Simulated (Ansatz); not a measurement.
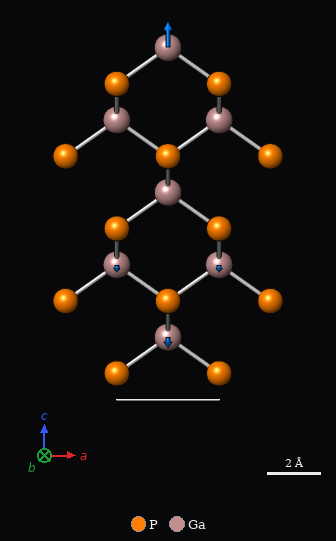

A relaxation of a slab of composition GaP (cut from the F-43m phase). The starting structure is drawn; blue arrows show the displacements, 10 times their true length.

Style: ball-and-stick. Shown: the 1 × 2 repeat of the cell, outlined in the plane, without the vacuum, along the b axis.

Case: (1 0 0) slab, atoms relaxed. The slab is the (1 0 0) face of GaP.

Method: DFT PBE, scalar-relativistic, plane waves, PAW (Ansatz).

Input file:
```yaml
crystal:
  lattice:
    - [3.8926748906, 0.0, 0.0]
    - [0.0, 3.8926748906, 0.0]
    - [0.0, 0.0, 27.3864156544]
  atoms:
    - { symbol: P, position: [0.0, 0.5, 0.273858401] }
    - { symbol: Ga, position: [0.5, 0.5, 0.3241120897] }
    - { symbol: P, position: [0.5, 0.0, 0.3743657783] }
    - { symbol: Ga, position: [0.0, 0.0, 0.424619467] }
    - { symbol: P, position: [0.0, 0.5, 0.4748731557] }
    - { symbol: Ga, position: [0.5, 0.5, 0.5251268443] }
    - { symbol: P, position: [0.5, 0.0, 0.575380533] }
    - { symbol: Ga, position: [0.0, 0.0, 0.6256342217] }
    - { symbol: P, position: [0.0, 0.5, 0.6758879103] }
    - { symbol: Ga, position: [0.5, 0.5, 0.726141599] }
basis:
  ecutwfc: 420
kpoints:
  mp_grid: { grid: [7, 7, 1] }
hamiltonian:
  xc: pbe
scf:
  occupations: { method: gaussian, width: 0.05 }
output:
  forces: true
  eigenvalues: true
  write_density: true
  write_potential: true
  elf: true
  volumetric_format: npy
relax:
  adjacent_minimum: "off"
  f_tol: 0.02
  max_steps: 60
efield:
  axis: 3
  dipole_correction: true
  ramp_width: 0.04
```

Launched with:
```bash
ansatz run input.yaml --threads 1 --pin off --max-ram 2560MiB --backend cpu --events-out ev --progress --plain --runs-dir out
```

Q: What did the optimiser do to the structure, and how much energy did it gain?

A: Ga10 moves most relative to the layer's centre: 0.10 Å along the normal (+c). By element the largest moves are Ga 0.10 Å, P 0.02 Å. The cell stays as it was. Among the contacts that change: P9–Ga10 2.384 → 2.449 Å, P1–Ga2 2.384 → 2.350 Å, Ga2–P3 2.384 → 2.412 Å, P3–Ga4 2.384 → 2.363 Å. Among the angles between lasting bonds that change: Ga10–P9–Ga10 109.5° → 105.3°, P9–Ga10–P9 109.5° → 105.3°, Ga2–P1–Ga2 109.5° → 111.8°. Over 3 geometry steps the energy falls by 52.3 meV per cell of the calculation. The largest force component goes from 0.6 to 0.0025 eV/Å.
